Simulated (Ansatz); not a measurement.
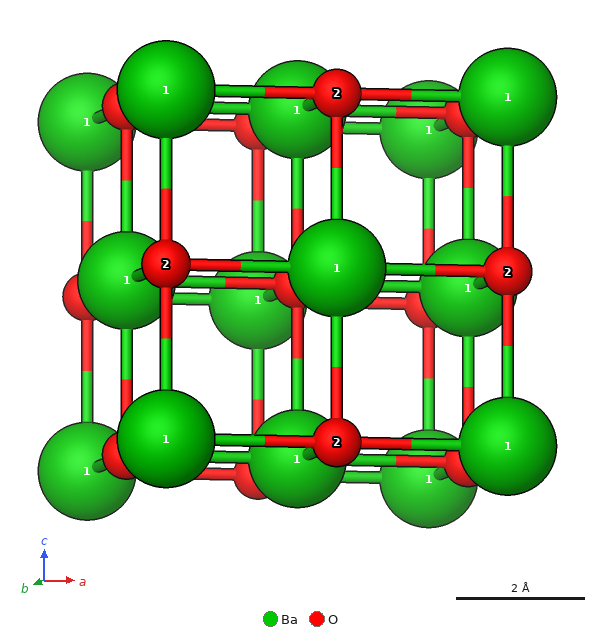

This is a crystal of BaO (set up in Fm-3m). The picture is a ball-and-stick view of the conventional cell (4 times the calculation's cell), seen from a free direction. Lengths and directions refer to the drawn axes.

Method: Ansatz 0.2.0, DFT, LDA, PAW with Ansatz's default frozen-core files, scalar-relativistic. Settings: plane-wave cutoff 420 eV; k-point mesh 8 × 8 × 8; occupations fermi dirac; smearing width 0.02 eV; no spin polarisation.

The variant: All lengths are scaled by +2.0 % (volume +6.0 %), the atoms keeping their fractional coordinates. No relaxation follows.

Question: What does the calculation give for the changed structure?

Answer: Near-neighbour distances before and after: Ba–O 2.750 → 2.804 Å. The space group stays Fm-3m (No. 225). It costs 37.4 meV per atom. The pressure goes from −2.9 to −6.5 GPa. All forces vanish by symmetry.

The changed structure in the same view:

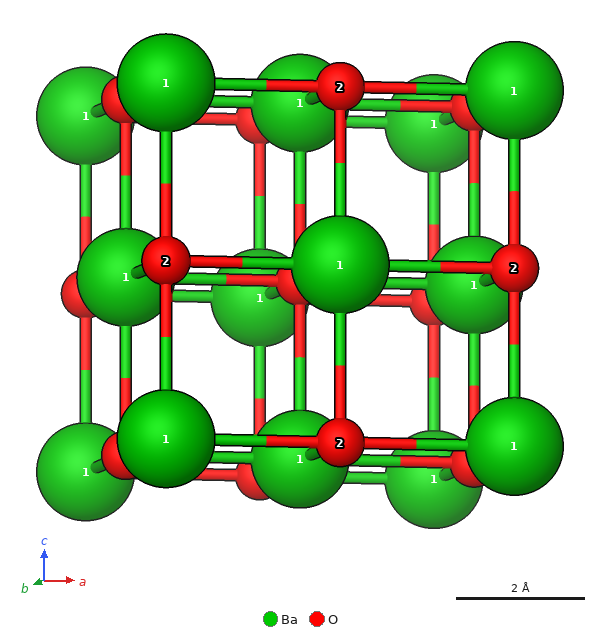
